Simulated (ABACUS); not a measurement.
**Energy of Ca along an even scaling of the cell**

System: Ca (Im-3m, 1 atom in the cell).
Method: Kohn-Sham DFT of a periodic cell, PBE, PseudoDojo NC SR 0.4.1 PBE standard, no spin polarisation (ABACUS 3.10.1).

The 7 runs differ only in the geometry, by an even scaling of the cell at fixed fractional positions. The structure derives from an entry of the Crystallography Open Database.

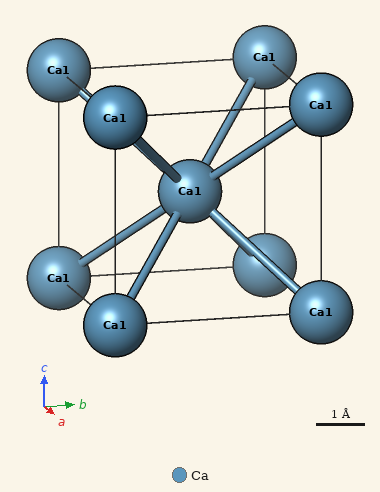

Figure 1. The structure of run 4 (ball-and-stick view of the cell 2 times as large as that of the calculation, set on its symmetry axes, seen slightly off an axis; atoms are numbered from 1 in the order of the input).

## The input of run 4
```
INPUT_PARAMETERS
suffix              Ca
calculation         scf
basis_type          pw
pseudo_dir          ./
symmetry            1
dft_functional      pbe
ecutwfc             68
pseudo_rcut         10
nspin               1
nbands              9
ks_solver           dav
smearing_method     fd
smearing_sigma      0.00367493
scf_thr             1e-08
scf_nmax            100
mixing_type         broyden
mixing_beta         0.7
cal_force           1
cal_stress          1
kpar                4
```

## File STRU of run 4
```
ATOMIC_SPECIES
Ca 40.0780 Ca.upf

LATTICE_CONSTANT
1.8897261246

LATTICE_VECTORS
-2.2400000000 2.2400000000 2.2400000000
2.2400000000 -2.2400000000 2.2400000000
2.2400000000 2.2400000000 -2.2400000000

ATOMIC_POSITIONS
Direct

Ca
0.0
1
0.0000000000 0.0000000000 0.0000000000 1 1 1
```

## File KPT of run 4
```
K_POINTS
0
Gamma
8 8 8 0 0 0
```

Command:
```bash
OMP_NUM_THREADS=1 mpirun -np 4 abacus > log
```

Run 6 differs from it as follows:
```diff
--2.2400000000 2.2400000000 2.2400000000
-2.2400000000 -2.2400000000 2.2400000000
-2.2400000000 2.2400000000 -2.2400000000
+-2.2694770646 2.2694770646 2.2694770646
+2.2694770646 -2.2694770646 2.2694770646
+2.2694770646 2.2694770646 -2.2694770646
```

## Results, with one run withheld

| run | volume per atom (Å³) | free energy per atom, from the lowest run given (meV) | pressure (GPa) |
| --- | --- | --- | --- |
| 1 | 42.260 | 0.00 | −0.06 |
| 2 | 43.159 | 1.22 | −0.40 |
| 3 | 44.059 | 4.24 | −0.71 |
| 4 | 44.958 | 8.94 | −0.98 |
| 5 | 45.857 | 15.17 | −1.25 |
| 6 | 46.756 | ? | ? |
| 7 | 47.655 | 31.78 | −1.71 |

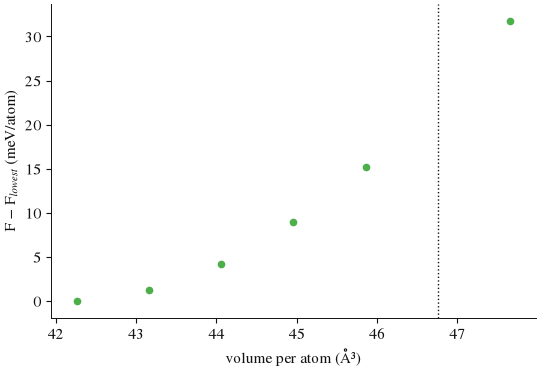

Figure 2. Free energy per atom of the runs given; the dotted line marks run 6.

Fit the runs given and predict run 6.

A cubic polynomial in V^(−2/3) (the Birch–Murnaghan form), fitted to the 6 runs given, misses them by under 0.01 meV per atom. With x = V^(−2/3) − 0.07951 Å⁻², it reads F = 6.8956 − 4555.6 x + 7.6707e+05 x² − 5.3984e+06 x³ (meV per atom). At run 6 it gives 22.82 meV per atom, and the run itself gives 22.83. The slope of the fit gives a pressure −dF/dV of −1.48 GPa there, and the run prints −1.49 GPa. The fit has no minimum inside this range.

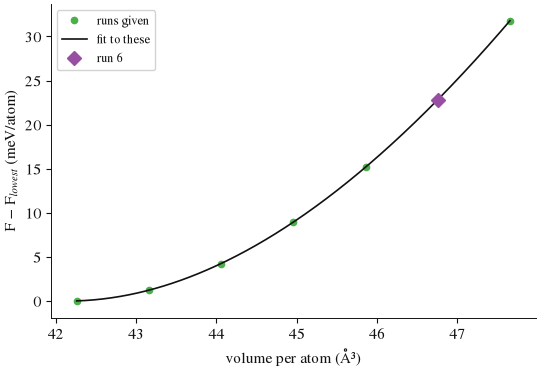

Figure 3. The fit and the withheld run.

## Some lines of the output (run 6)
```
[...]
                          Volume (Bohr^3) = 315.525
                             Volume (A^3) = 46.7559
 E_Fermi        0.3187948958         4.3374270762
 E_Fermi        0.3194803835         4.3467536150
 E_Fermi        0.3193128673         4.3444744400
 E_Fermi        0.3192719018         4.3439170751
 E_KS(sigma->0) -77.4215458618       -1053.3741716882
 E_Fermi        0.3192343844         4.3434066252
 final etot is -1053.3806871 eV
 EFERMI = 4.3434066252 eV
 TOTAL-PRESSURE: -14.919675 KBAR
 !FINAL_ETOT_IS -1053.3806870545024594 eV
```
